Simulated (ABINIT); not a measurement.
Geometry relaxation of AlN (part 4 of 4)

The same run, continued: AlN (P6₃mc, 4 atoms in the cell); Kohn-Sham DFT of a periodic cell, LDA, PseudoDojo NC SR LDA v0.4.1 standard, no spin polarisation (ABINIT 10.8.3); cutoff 1142.88 eV, 8×8×4 k-mesh, fermi-dirac of 0.05 eV. The structure derives from an entry of the Crystallography Open Database.

Geometry of the input (Å; fractional positions):
```
3.1130  0.0000  0.0000
-1.5565  2.6959  0.0000
0.0000  0.0000  4.9810
Al 0.6667  0.3333  0.5000
Al 0.3333  0.6667  0.0000
N  0.6667  0.3333  0.8800
N  0.3333  0.6667  0.3800
```

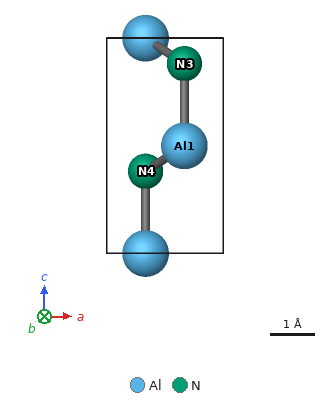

The geometry at step 4 of the log (ball-and-stick view of the cell of the calculation, along the b axis; atoms are numbered from 1 in the order of the input).

### Trajectory as extended XYZ (Å, eV, eV/Å), 8 frames, from step=0 to step=7
```
4
Lattice="3.1130 0.0000 0.0000 -1.5565 2.6959 0.0000 0.0000 0.0000 4.9810" Properties=species:S:1:pos:R:3:forces:R:3 step=0 energy=-698.96725
Al    1.5565    0.8986    2.4905    0.0000   0.0000  -0.1142
Al    0.0000    1.7973    0.0000    0.0000   0.0000  -0.1142
N     1.5565    0.8986    4.3833    0.0000   0.0000   0.1142
N     0.0000    1.7973    1.8928    0.0000   0.0000   0.1142
4
Lattice="3.0926 0.0000 0.0000 -1.5463 2.6783 0.0000 0.0000 0.0000 4.9574" Properties=species:S:1:pos:R:3:forces:R:3 step=1 energy=-698.98706
Al    1.5463    0.8928    2.4775    0.0000   0.0000  -0.0737
Al    0.0000    1.7855   -0.0012    0.0000   0.0000  -0.0737
N     1.5463    0.8928    4.3637    0.0000   0.0000   0.0737
N     0.0000    1.7855    1.8850    0.0000   0.0000   0.0737
4
Lattice="3.0794 0.0000 0.0000 -1.5397 2.6668 0.0000 0.0000 0.0000 4.9412" Properties=species:S:1:pos:R:3:forces:R:3 step=2 energy=-698.99077
Al    1.5397    0.8889    2.4682    0.0000   0.0000  -0.0336
Al    0.0000    1.7779   -0.0024    0.0000   0.0000  -0.0336
N     1.5397    0.8889    4.3506    0.0000   0.0000   0.0336
N     0.0000    1.7779    1.8801    0.0000   0.0000   0.0336
4
Lattice="3.0801 0.0000 0.0000 -1.5400 2.6674 0.0000 0.0000 0.0000 4.9406" Properties=species:S:1:pos:R:3:forces:R:3 step=3 energy=-698.99084
Al    1.5400    0.8891    2.4676    0.0000   0.0000  -0.0288
Al    0.0000    1.7783   -0.0027    0.0000   0.0000  -0.0288
N     1.5400    0.8891    4.3505    0.0000   0.0000   0.0288
N     0.0000    1.7783    1.8802    0.0000   0.0000   0.0288
4
Lattice="3.0822 0.0000 0.0000 -1.5411 2.6693 0.0000 0.0000 0.0000 4.9356" Properties=species:S:1:pos:R:3:forces:R:3 step=4 energy=-698.99100
Al    1.5411    0.8898    2.4632    0.0000   0.0000  -0.0018
Al    0.0000    1.7795   -0.0046    0.0000   0.0000  -0.0018
N     1.5411    0.8898    4.3479    0.0000   0.0000   0.0018
N     0.0000    1.7795    1.8801    0.0000   0.0000   0.0018
4
Lattice="3.0823 0.0000 0.0000 -1.5411 2.6693 0.0000 0.0000 0.0000 4.9341" Properties=species:S:1:pos:R:3:forces:R:3 step=5 energy=-698.99101
Al    1.5411    0.8898    2.4623    0.0000   0.0000   0.0012
Al    0.0000    1.7795   -0.0048    0.0000   0.0000   0.0012
N     1.5411    0.8898    4.3469    0.0000   0.0000  -0.0012
N     0.0000    1.7795    1.8798    0.0000   0.0000  -0.0012
4
Lattice="3.0822 0.0000 0.0000 -1.5411 2.6693 0.0000 0.0000 0.0000 4.9336" Properties=species:S:1:pos:R:3:forces:R:3 step=6 energy=-698.99101
Al    1.5411    0.8898    2.4620    0.0000   0.0000   0.0007
Al    0.0000    1.7795   -0.0048    0.0000   0.0000   0.0007
N     1.5411    0.8898    4.3464    0.0000   0.0000  -0.0007
N     0.0000    1.7795    1.8796    0.0000   0.0000  -0.0007
4
Lattice="3.0822 0.0000 0.0000 -1.5411 2.6693 0.0000 0.0000 0.0000 4.9336" Properties=species:S:1:pos:R:3:forces:R:3 step=7 energy=-698.99101
Al    1.5411    0.8898    2.4620    0.0000   0.0000   0.0002
Al    0.0000    1.7795   -0.0048    0.0000   0.0000   0.0002
N     1.5411    0.8898    4.3464    0.0000   0.0000  -0.0002
N     0.0000    1.7795    1.8796    0.0000   0.0000  -0.0002
```

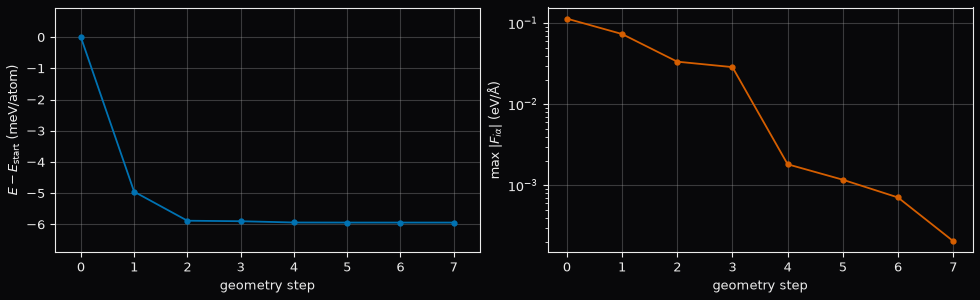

Progress of the relaxation, step by step (steps are counted from 0).

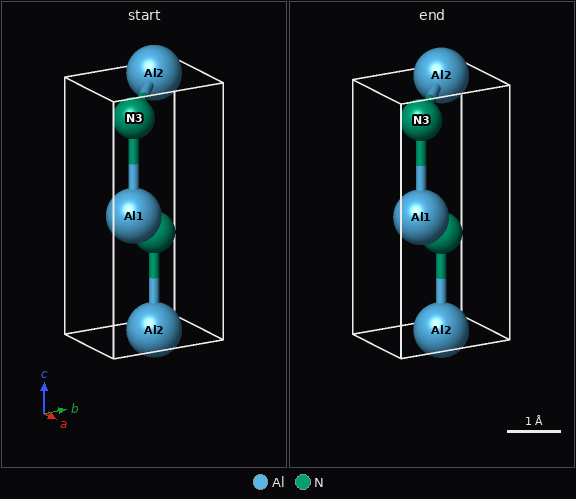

Before (left) and after (right) the relaxation, at one scale (ball-and-stick view of the cell of the calculation, seen slightly off an axis). Over 7 geometry steps the energy falls by 5.9 meV per atom. The largest force component goes from 0.11 to 0.00021 eV/Å. The largest moves relative to the cell, 0.005 Å, are those of Al1, Al2, N3 and N4. Largest moves by element: N 0.005 Å, Al 0.005 Å. The volume changes by −2.9 %, with a = b 3.113 → 3.082 Å (−1.0 %), c 4.981 → 4.934 Å (−1.0 %). Distances before and after: Al1–N4 1.894 → 1.872 Å, Al1–N3 1.893 → 1.884 Å. The space group stays P6_3mc (No. 186). (Atoms are counted from 1 in the order of the input.)

### Results in brief

| quantity | value |
| --- | --- |
| outcome | converged |
| space group (tolerance 0.01 Å) | P6₃mc (186) |
| electrons treated | 16 |
| free energy | −698.9910 eV |
| Fermi energy | 7.630 eV |
| gap on the k-point mesh | 4.49 eV |
| pressure | 0.00 GPa |
| final volume | 40.59 Å³ |
| largest force (length of the vector) at the end | under 0.001 eV/Å |
| final cell | a = 3.082 Å, b = 3.082 Å, c = 4.934 Å, α = 90.00°, β = 90.00°, γ = 120.00° |
| hardware | 1 thread of Arm Neoverse V1, 24 GiB of memory available, shared host |
| wall time | 5.2 min |
| peak memory | 0.1 GiB |
